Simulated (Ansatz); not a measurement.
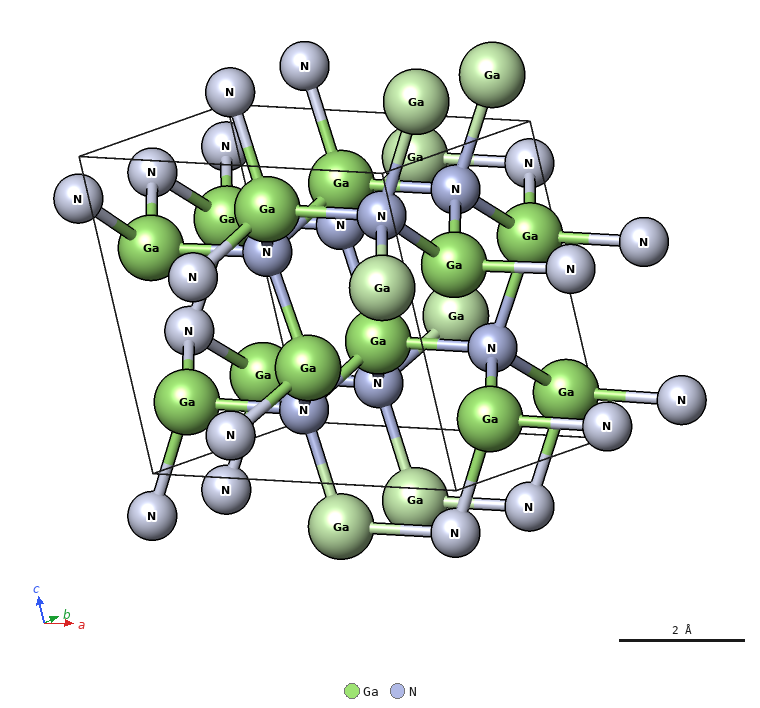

The input geometry (ball-and-stick view of the cell of the calculation, seen slightly off an axis; neighbours outside the cell are drawn fainter). An atom can appear more than once, as a periodic image. Near neighbours in the periodic cell (some may lie outside the picture): Ga has 3 N at 1.98 to 2.01 Å; Ga has 4 N at 1.96 to 1.98 Å; N has 4 Ga at 1.96 to 2.01 Å.

**Ga₈N₇: geometry relaxation (part 1 of 2)**

Ga₈N₇ (defect cell, 15 atoms in the cell), computed with DFT PBE, scalar-relativistic, plane waves, PAW, spin-polarised (Ansatz 0.2.0).

The structure derives from a Materials Project entry. It belongs to a series of runs on one base structure; here: N vacancy (site b), charge +0, atoms relaxed at the host's cell, started again with a moment of 3 μB.

## Output
```
Engine: ansatz 0.2.0, x86_64-unknown-linux-gnu
Pseudopotentials: kind: paw
Pseudopotential: Ga, paw, valence charge 13, recommended cutoff 420 eV (normal), Ga.paw.azcp
Pseudopotential: N, paw, valence charge 5, recommended cutoff 420 eV (normal), N.paw.azcp
Functional definition: PBE
  parameter kappa = 0.804
  parameter beta = 0.06672455060314922
  exchange = pbe_x(kappa = kappa, mu = beta*pi^2/3)
  correlation = pbe_c(beta = beta)
Crystal: 15 atoms, lattice volume = 188.129 Å³
Basis set: ecut = 420 eV, 3713 PW (Γ), exchange–correlation on 72×90×90 points (8 copies of the dense FFT grid, shifted against one another)
Bands: 86, of which v1, the nominal top of the filled ones, is band 70 counted from 1 (69 counted from 0)
Symmetry: 6 space group operations
Space group: P3m1 (ITA 156), of the structure as read, at distance tolerance 5.7e-5 Å
Magnetic group: BNS 156.49 (UNI 1279), of the structure as read, at distance tolerance 5.7e-5 Å
k-points: 13 of 64 (time reversal used)
Non-local potential: Ga, projectors of the file, l = 0: 2, l = 1: 2, l = 2: 3, l = 3: 1
Non-local potential: N, projectors of the file, l = 0: 2, l = 1: 2, l = 2: 1
PAW form: soft (Blöchl's): semilocal exchange-correlation on the pseudo side does not see the compensation charge
PAW one-centre angular grid: Ga, 590 points (default); XC on 64 Gauss nodes
PAW one-centre angular grid: N, 110 points (default); XC on 64 Gauss nodes
Initial density: superposition of atomic densities (chi_scale 0.1, normalization cell, long waves kept (reshape's long-wave potential 0.15 eV rms))
Starting moments: Σ|m| = 3 μB on 4 of 15 sites
Initial wavefunctions: pseudopotential atomic-orbital guess
Functional: x = pbe(κ = 0.804, μ = 0.2195149727645171), c = pbe(β = 0.06672455060314922)
SCF iter   1: F=—  HF=-32959.365563 eV  |F-HF|=—  |Δ(HF+E_count)|=         —  Δρ=7.80e-2 (↑5.67e-2 ↓7.80e-2)  dr2=1.41e1  dr2_m=4.65e0  M=0.031 μB ∫|m|=0.185 μB  β_m=0.30  ethr=3.10e-3  ⟨swp⟩=5.9  Hψ=7378  notcnv=0  defer=14
preconditioner: auto → Resta (q_TF=auto, 2.594 Å⁻¹)  ε∞=4.8  [insulator: Δε(μ)=0.077 eV  Ē_g=16.470 eV  σ=0.010 eV  W_gap=0.92  n_scr=58 (ndim 8)  ℏωp=31.9 eV  f_vac=0.000  D(μ)=4.07/eV (n_scr^D=26)  ε∞_Penn≈4.8]
spin=Collinear: Resta preconditioning applied to the charge; magnetization (m = ρ↑ − ρ↓) channel mixes plain (no charge-response kernel on spin).
SCF iter   2: F=—  HF=-32956.837661 eV  |F-HF|=—  |Δ(HF+E_count)|=    2.53e0  Δρ=5.14e-2 (↑3.64e-2 ↓5.14e-2)  dr2=4.00e0  dr2_m=2.30e0  M=0.000 μB ∫|m|=0.141 μB  β_m=0.30  ethr=3.10e-3  ⟨swp⟩=2.0  Hψ=3182  notcnv=0  defer=273
SCF iter   3: F=—  HF=-32956.107201 eV  |F-HF|=—  |Δ(HF+E_count)|=   7.30e-1  Δρ=3.14e-2 (↑2.56e-2 ↓3.14e-2)  dr2=6.92e-1  dr2_m=1.14e0  M=0.000 μB ∫|m|=0.111 μB  β_m=0.30  ethr=2.88e-3  ⟨swp⟩=2.0  Hψ=2709  notcnv=0  defer=273
SCF iter   4: F=—  HF=-32956.048996 eV  |F-HF|=—  |Δ(HF+E_count)|=   5.82e-2  Δρ=1.89e-2 (↑1.89e-2 ↓1.77e-2)  dr2=3.36e-2  dr2_m=5.70e-1  M=0.000 μB ∫|m|=0.084 μB  β_m=0.30  ethr=4.98e-4  ⟨swp⟩=2.2  Hψ=2767  notcnv=0  defer=262
SCF iter   5: F=—  HF=-32956.081981 eV  |F-HF|=—  |Δ(HF+E_count)|=   3.30e-2  Δρ=1.36e-2 (↑1.36e-2 ↓1.23e-2)  dr2=1.57e-2  dr2_m=2.83e-1  M=0.000 μB ∫|m|=0.065 μB  β_m=0.30  ethr=2.42e-5  ⟨swp⟩=2.5  Hψ=2997  notcnv=0  defer=262
SCF iter   6: F=—  HF=-32956.104112 eV  |F-HF|=—  |Δ(HF+E_count)|=   2.21e-2  Δρ=9.12e-3 (↑9.12e-3 ↓8.95e-3)  dr2=1.16e-3  dr2_m=1.40e-1  M=0.000 μB ∫|m|=0.049 μB  β_m=0.30  ethr=1.13e-5  ⟨swp⟩=3.3  Hψ=3886  notcnv=0  defer=262
Mixer restart at iter 6: flushing history
spin-set hold released at iteration 6 (site moments contracting): the magnetisation degrees of freedom join the quasi-Newton model from the next iteration; the mixer history was flushed
SCF iter   7: F=—  HF=-32956.110677 eV  |F-HF|=—  |Δ(HF+E_count)|=   6.56e-3  Δρ=6.47e-3 (↑6.47e-3 ↓6.28e-3)  dr2=6.11e-4  dr2_m=6.98e-2  M=0.000 μB ∫|m|=0.038 μB  β_m=0.65  ethr=8.33e-7  ⟨swp⟩=2.5  Hψ=3838  notcnv=0  defer=262
SCF iter   8: F=—  HF=-32956.118052 eV  |F-HF|=—  |Δ(HF+E_count)|=   7.37e-3  Δρ=1.99e-4 (↑1.73e-4 ↓1.99e-4)  dr2=1.66e-4  dr2_m=1.67e-5  M=0.000 μB ∫|m|=0.007 μB  β_m=0.58  ethr=4.39e-7  ⟨swp⟩=2.0  Hψ=3948  notcnv=0  defer=262
SCF iter   9: F=—  HF=-32956.117771 eV  |F-HF|=—  |Δ(HF+E_count)|=   2.81e-4  Δρ=9.78e-5 (↑9.78e-5 ↓7.54e-5)  dr2=2.61e-5  dr2_m=8.02e-6  M=0.000 μB ∫|m|=0.005 μB  β_m=0.65  ethr=1.19e-7  ⟨swp⟩=2.0  Hψ=3823  notcnv=0  defer=262
SCF iter  10: F=—  HF=-32956.117791 eV  |F-HF|=—  |Δ(HF+E_count)|=   1.99e-5  Δρ=5.02e-5 (↑4.39e-5 ↓5.02e-5)  dr2=9.44e-6  dr2_m=2.28e-6  M=0.000 μB ∫|m|=0.003 μB  β_m=0.82  ethr=1.12e-8  ⟨swp⟩=16.0  Hψ=20929  notcnv=0
SCF iter  11: F=—  HF=-32956.117804 eV  |F-HF|=—  |Δ(HF+E_count)|=   1.26e-5  Δρ=2.85e-5 (↑2.85e-5 ↓1.84e-5)  dr2=3.68e-6  dr2_m=2.63e-7  M=0.000 μB ∫|m|=0.001 μB  β_m=0.74  ethr=6.79e-9  ⟨swp⟩=10.9  Hψ=17836  notcnv=0
SCF iter  12: F=-32956.117805 eV  HF=-32956.117805 eV  |F-HF|=2.01e-7  |Δ(HF+E_count)|=   1.36e-6  Δρ=4.87e-6 (↑4.87e-6 ↓4.71e-6)  dr2=2.24e-7  dr2_m=6.00e-9  M=0.000 μB ∫|m|=0.000 μB  ethr=2.65e-9  ⟨swp⟩=9.0  Hψ=15674  notcnv=0
WARN: the starting moments were not kept: the SCF closed with an absolute magnetisation of 1.6e-4 μB, where they sum to 3 μB in size (4 sites). That is at most 0.1 of that sum. Measured as dr2_m measures the in/out step, that magnetisation stands 1.5e-9 eV from none, at or under the dr2_threshold of 1.6e-5 eV: it is no larger than a step whose dr2_m would equal this threshold. The system may hold no moment; this SCF shows only that its start led to no more than that. To try another start: raise the starting moments (crystal.atoms[].spin, magnetization.per_species, magnetization.initial_magnetization, or on a non-collinear deck that types none of these the spinor_matrix: blocks that start its atoms; where the total moment is fixed, keep their sum and leave initial_magnetization as it is; typed ones take the place of any that the run laid by itself, positive ones on a crystal's lanthanoids without a Hubbard term where scf.initial_density.shell_occupations: [] is typed) or, if the notice of its spin-set hold's release reads "site moments contracting" or "site moments show no strong build", lengthen the hold (scf.mixing.spin_hold: { on: { confirm: 4 } }; for m-r²SCAN on two components see the key's manual first). Each may lead to a state that holds a moment. A second SCF, from the converged charge density, with the starting moments and any scf.initial_density.shell_occupations laid on it anew, would have followed, and was not run: the deck does not ask for one (magnetization.retry_lost_moments is false, the default). To let it run, set magnetization.retry_lost_moments: true and run the deck again, where that key's refused combinations let it; where memory then withholds it, that run's warning says so.
SCF 1 converged in 12 iterations: F = -32956.117805 eV  dr2 = 2.24e-7
  Residual-converged pass: ⟨swp⟩=1.0  Hψ=2340  notcnv=0  max |occ|·‖R‖ = 7.0e-9 eV (tolerance 1.0e-8 eV)  dr2=2.24e-7  dr2_m=6.00e-9  dr2_onsite=2.05e-8  max |Δocc| = 1.5e-27
  greatest PAW one-centre occupation: 0.995 electrons in one spin orbital (limit 2), on the Ga atom at site 3 (counted from 0), in its partial waves of l = 2
relax step   1: F+E_penalty+E_count = -32956.11780530 eV  Δ(F+E_penalty+E_count) = +0.000e0 eV  max|allowed force component| = 8.347e-3 eV/Å  Δτ_max = 0.0000 Å  (12 SCF iters, dr2 threshold 1.56e-5 eV, accepted)
Initial density: handed on by an earlier stage of this run
Starting moments: Σ|m| = 3 μB on 4 of 15 sites; this step starts from the density that it was given
Initial wavefunctions: those handed on with the density
iter 1 solved again at ethr=1.61e-10 eV; its pass at ethr=3.10e-3 eV (dr2=2.24e-7 eV) is discarded
SCF iter   1: F=—  HF=-32956.117805 eV  |F-HF|=—  |Δ(HF+E_count)|=         —  Δρ=4.87e-6 (↑4.87e-6 ↓4.72e-6)  dr2=2.24e-7  dr2_m=6.00e-9  M=0.000 μB ∫|m|=0.000 μB  β_m=0.30  ethr=1.61e-10  ⟨swp⟩=1.0  Hψ=5356  notcnv=0
preconditioner: auto → Resta (q_TF=auto, 2.594 Å⁻¹)  ε∞=4.9  [insulator: Δε(μ)=0.129 eV  Ē_g=16.218 eV  σ=0.010 eV  W_gap=1.00  n_scr=58 (ndim 8)  ℏωp=31.9 eV  f_vac=0.005  D(μ)=0.00/eV (n_scr^D=0)  ε∞_Penn≈4.9]
spin=Collinear: Resta preconditioning applied to the charge; magnetization (m = ρ↑ − ρ↓) channel mixes plain (no charge-response kernel on spin).
SCF iter   2: F=—  HF=-32956.117805 eV  |F-HF|=—  |Δ(HF+E_count)|=   7.70e-8  Δρ=4.00e-6 (↑3.93e-6 ↓4.00e-6)  dr2=1.51e-7  dr2_m=3.85e-9  M=0.000 μB ∫|m|=0.000 μB  β_m=0.65  ethr=1.61e-10  ⟨swp⟩=1.1  Hψ=1976  notcnv=0
SCF iter   3: F=-32956.117805 eV  HF=-32956.117805 eV  |F-HF|=4.58e-9  |Δ(HF+E_count)|=   1.79e-7  Δρ=1.49e-6 (↑1.49e-6 ↓1.46e-6)  dr2=1.95e-8  dr2_m=1.36e-10  M=0.000 μB ∫|m|=0.000 μB  ethr=7.19e-11  ⟨swp⟩=5.5  Hψ=12656  notcnv=0
the starting moments were not kept: the SCF closed with an absolute magnetisation of 2.4e-5 μB, where they sum to 3 μB in size (4 sites). That is at most 0.1 of that sum. Measured as dr2_m measures the in/out step, that magnetisation stands 3.4e-11 eV from none, at or under the dr2_threshold of 1.0e-7 eV: it is no larger than a step whose dr2_m would equal this threshold.
SCF 2 converged in 3 iterations: F = -32956.117805 eV  dr2 = 1.95e-8
relax step   2: F+E_penalty+E_count = -32956.11780535 eV  Δ(F+E_penalty+E_count) = -5.018e-8 eV  max|allowed force component| = 8.322e-3 eV/Å  Δτ_max = 0.0000 Å  (3 SCF iters, accepted)
```

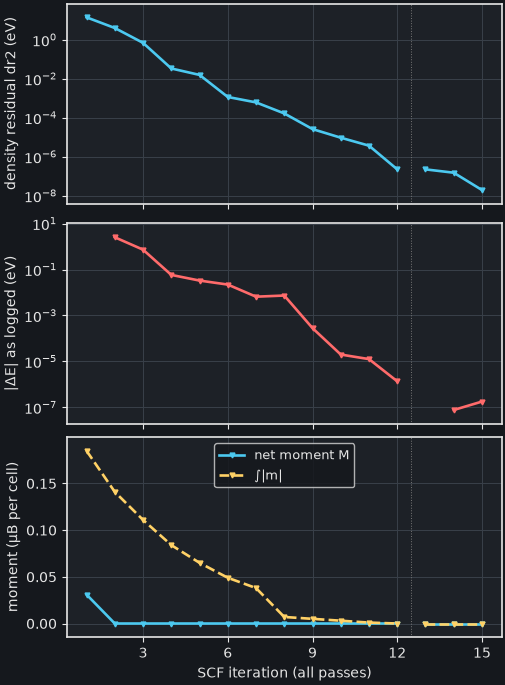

Convergence of the self-consistent field: density residual dr2, size of the energy change and magnetic moment against the SCF iteration. The dotted lines part the SCF passes of the relaxation: geometry steps, rejected trials and re-solves on a re-selected basis. The passes take 12 and 3 iterations. The net moment stays at 0.0 μB per cell, and ∫|m| falls to zero.

```
SCF converged after 3 iterations
Magnetization: 0.0000 μB (69.5000 up, 69.5000 down)
Absolute magnetization: 0.0000 μB (∫|ρ↑−ρ↓|, with the PAW one-centre terms)
Spin contamination: 0.0000 ħ² per cell (⟨S²⟩ above its minimum at these occupations)
Per-site moments (μB) at R_I (Å): [(2.9602330538544006e-7, 0.8149743656488432), (1.5386908184519096e-7, 0.8093544680592226), (1.5386908207781e-7, 0.8093544680592231), (1.5386908196406388e-7, 0.8093544680592234), (1.8579484228906967e-7, 0.8181991321362091), (1.8579484225687962e-7, 0.8181991321362085), (1.6135790173593692e-7, 0.810929214520708), (1.8579484206688255e-7, 0.8181991321362091), (-1.7348582300585954e-6, 0.810929214520708), (-1.7348582299274548e-6, 0.8109292145207085), (-1.734858229909646e-6, 0.8109292145207091), (-1.9069647361815542e-6, 0.8140788370026287), (-1.9069647361486732e-6, 0.814078837002628), (4.718488262369821e-7, 0.8093544680592226), (-1.906964736147299e-6, 0.8140788370026282)]
Free energy (F): -32956.117805 eV
Harris-Foulkes:  -32956.117805 eV  (|F-HF|=4.58e-9)
Internal energy: -32956.117805 eV  (E = F + TS)
E sigma→0 (E₀):  -32956.117805 eV
Fermi energy:    11.046833 eV
--- Per-component energies (eV) ---
  E_band       = -168.121467
  E_kinetic    = 1832.320246
  E_local      = -15839.511234  (includes V_loc(G=0)·N_el)
  E_nonlocal   = 3742.981999
  E_hartree    = 7277.985593
  E_xc         = -966.083667
  E_vxc        = -990.579809  (∫ρ·V_xc dr)
  E_paw        = -16828.361429  (= ΣΔE_a)
  E_vpaw       = -3469.293082  (= ΣTr[D̂ρ^β])
  E_aug_tail   = 0.000350  (compensation charges beyond the density's cutoff)
  E_ewald      = -12175.449664
  E_smearing   = -0.000000  (= −TS)
  E_closure    = -0.000000  (closes the sum)
  Σ components = -32956.117805   (vs F -32956.117805, Δ=0.00e0)
--- Forces (eV/Å), atoms counted from 1 ---
  atom   1  Ga    -0.00000000     0.00000000    -0.00603042
  atom   2  Ga    -0.00000000     0.00459954    -0.00733498
  atom   3  Ga     0.00398332    -0.00229977    -0.00733498
  atom   4  Ga    -0.00398332    -0.00229977    -0.00733498
  atom   5  Ga     0.00205807    -0.00118823    -0.00476929
  atom   6  Ga    -0.00205807    -0.00118823    -0.00476929
  atom   7  Ga     0.00000000     0.00000000    -0.00534121
  atom   8  Ga    -0.00000000     0.00237646    -0.00476929
  atom   9  N      0.00000000    -0.00048411     0.00764020
  atom  10  N     -0.00041925     0.00024205     0.00764020
  atom  11  N      0.00041925     0.00024205     0.00764020
  atom  12  N     -0.00263934     0.00152382     0.00832212
  atom  13  N      0.00263934     0.00152382     0.00832212
  atom  14  N      0.00000000     0.00000000    -0.00019686
  atom  15  N      0.00000000    -0.00304765     0.00832212
  max |Σ_I F_I| component: 5.64e-6 eV/Å
--- Band table (eV; the first three rows and the last of 26) ---
  k-point 0 ↑: bands = ["-6.7614", "-6.1131", "-6.1131", "-6.0930", "-6.0284", "-5.9598", "-5.9598", "-4.7912", "-4.7912", "-4.7865", "-4.7402", "-4.7402", "-4.6105", "-4.5995", "-4.5995", "-4.5710", "-4.5710", "-4.5663", "-4.5653", "-4.5258", "-4.5258", "-4.5144", "-4.4894", "-4.4894", "-4.4478", "-4.4478", "-4.4430", "-4.4354", "-4.4256", "-4.4256", "-4.3896", "-4.3896", "-4.3848", "-4.3744", "-4.3744", "-4.3650", "-4.3344", "-4.3344", "-4.3067", "-4.2756", "-4.2756", "-3.1961", "-3.1961", "-3.1336", "-2.8293", "-2.6521", "-2.6521", "2.1161", "2.4045", "2.7824", "2.7824", "3.3236", "4.0742", "4.0742", "4.8348", "4.8348", "5.4597", "6.1973", "6.3608", "6.6181", "6.6181", "6.7495", "6.7495", "7.8212", "7.8470", "7.8470", "8.0682", "8.5259", "8.5259", "11.4830", "11.7872", "12.7034", "12.7034", "13.3032", "13.8190", "13.8190", "14.0291", "14.5817", "14.5817", "15.1806", "15.1806", "15.9125", "17.2343", "18.3248", "18.3852", "18.3852"]
  k-point 1 ↑: bands = ["-6.6425", "-6.1653", "-6.1046", "-6.0768", "-6.0239", "-5.9665", "-5.9620", "-4.8011", "-4.7920", "-4.7833", "-4.7266", "-4.7180", "-4.5996", "-4.5945", "-4.5911", "-4.5768", "-4.5622", "-4.5479", "-4.5454", "-4.5320", "-4.5268", "-4.4984", "-4.4850", "-4.4735", "-4.4579", "-4.4558", "-4.4495", "-4.4387", "-4.4312", "-4.4264", "-4.4051", "-4.3988", "-4.3891", "-4.3830", "-4.3822", "-4.3706", "-4.3499", "-4.3468", "-4.3191", "-4.2871", "-4.2801", "-3.6511", "-3.2889", "-3.1488", "-2.8074", "-2.5269", "-2.5030", "2.3460", "2.6896", "3.0236", "3.1444", "3.3310", "4.1808", "4.2688", "4.6183", "4.8186", "5.3585", "5.7367", "5.9495", "6.6780", "6.7473", "6.8658", "7.0175", "7.1926", "7.3880", "7.7438", "8.0045", "8.1735", "8.4179", "11.3888", "11.8364", "12.4028", "12.6140", "14.1034", "14.1374", "14.6020", "14.6364", "14.8614", "14.8811", "15.5416", "15.6775", "15.9376", "17.0440", "17.5887", "17.9052", "18.1367"]
```
